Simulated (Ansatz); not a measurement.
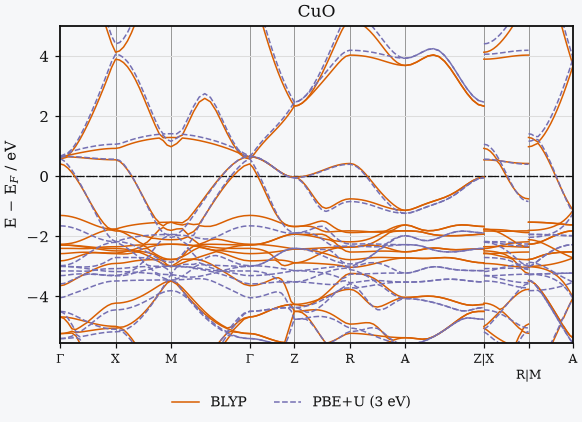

Band structures of CuO, space group P4_2/mmc, 4 atoms in the cell (a = 3.422 Å, c = 4.260 Å (tetragonal axes)), by two methods on the same cell. Each is counted from its own Fermi level.

### How do the methods compare?

Both give a metal. Levels within 1 eV of the Fermi level differ by 0.06 eV on average and by 0.18 eV at most (between M and A). Filled levels 1 to 5 eV under it lie 0.45 eV deeper on average in PBE+U (3 eV) than in BLYP.

Settings. BLYP: Ansatz PAW, no spin polarisation, no spin-orbit coupling, 8×8×6 k mesh, 420 eV cutoff, Fermi-Dirac smearing of 0.05 eV (Ansatz 0.2.0). PBE+U (3 eV): Cu d U = 3 eV, Ansatz PAW, no spin polarisation, no spin-orbit coupling, 8×8×6 k mesh, 420 eV cutoff, Fermi-Dirac smearing of 0.05 eV (Ansatz).

The run has no spin polarisation, though such a crystal can be magnetic. BLYP: semilocal functionals often make such compounds metallic where correlation or magnetic order opens a gap, which also shifts bond lengths. BLYP: the PAW data sets were made with another functional. The usual form of CuO is monoclinic.
